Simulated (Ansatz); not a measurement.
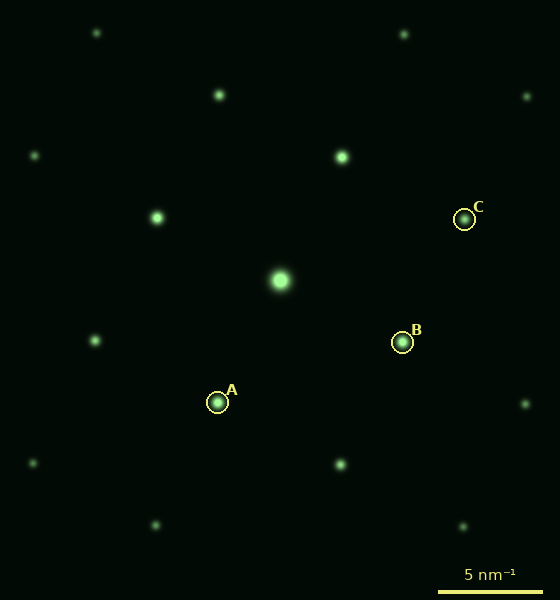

The pattern is a kinematic simulation for 80 kV electrons (no multiple scattering; isotropic B = 0.3 Å²). The zone axis points towards the electron source and the pattern is seen from the source side.

The sample is C, space group Fm-3m (No. 225), a = 3.02 Å. Structure: the input geometry of an electronic-structure calculation (not necessarily at equilibrium); the starting structure was generated, so it need not be a known form of this composition.

Spot A is indexed -2 0 0 and spot B 0 -2 0.

### What are the indices of the remaining marked spot?

C = −A + B = 2 -2 0 (d = 1.066 Å).

### Give [uvw].

The cross product of A and B is parallel to [001]; every spot obeys hu + kv + lw = 0.

### What are the spacings of A and B and the angle between them?

d(A) = 1.508 Å, d(B) = 1.508 Å, and the angle is 90.0°.
